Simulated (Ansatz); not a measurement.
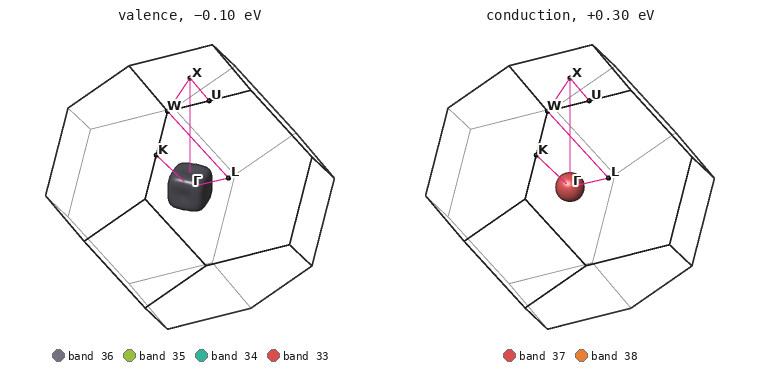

CuI (F-43m): constant-energy surfaces at both band edges (energies from each edge).

All numbers here come from DFT PBE, spin-orbit coupling, plane waves, PAW; levels and slopes on a dense k mesh at the converged density in Ansatz 0.2.0. Non-magnetic. k mesh for the levels: 28×28×28. Unrelaxed database geometry.

Masses come from a second pass at points close to the extrema; at the energies drawn a band may no longer be parabolic.

Question: What kind of gap has this crystal, and what size does the calculation give?

Answer: The gap is direct, 0.97 eV at this level of theory, which underestimates gaps and can reorder valleys that lie close.

Question: Give the valleys and their effective masses.

Answer: Valence band (extrema up to 0.10 eV from the edge): one maximum at Γ, four bands meeting there, with masses of 0.19 and 1.11 mₑ among them, each the same along x, y and z. Band 36 forms the valence edge; band 35 meets it there, band 34 meets it there and band 33 meets it there.
Conduction band (extrema up to 0.30 eV from the edge): one minimum at Γ, mass 0.14 mₑ in all directions. Band 37 forms the conduction edge; band 38 meets it there.

Where one band's surface lies inside another's, the outer one hides all or part of it.

Cost: 4.7 min on 1 thread of Intel(R) Xeon(R) Platinum 8375C CPU @ 2.90GHz (Ice Lake), with other jobs on the host, peak memory 1.6 GiB.
